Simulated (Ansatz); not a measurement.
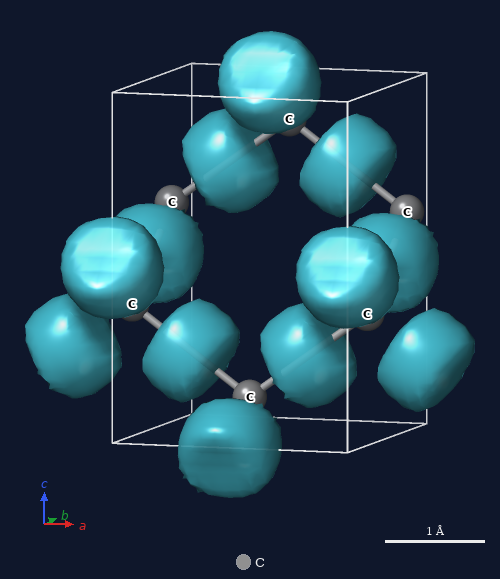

*C. Isosurface of the electron localisation function at 0.7 (cyan), seen at an oblique angle. Core shells and regions of very low density are left out. Sticks mark near contacts.*

Space group Imma; changed on purpose from its base cell (strain +0.0175 x Voigt [0, 0, 0, 1, 0, 0], atoms carried along).

Computed with Ansatz 0.2.0, DFT PBE, scalar-relativistic, plane waves, PAW.

In a PAW calculation such maps are meaningful between the atoms, not at the nuclei.

Q: Describe the localisation domains.

A: The ELF exceeds this value in eight regions between bonded C–C atoms (shared pairs), counted in one cell of 4 atoms. Any copies at cell faces, edges or corners count once. Profiles from the grid: C–C (1.54 Å): the ELF peaks at about 0.95 between the atoms; a shared electron pair.
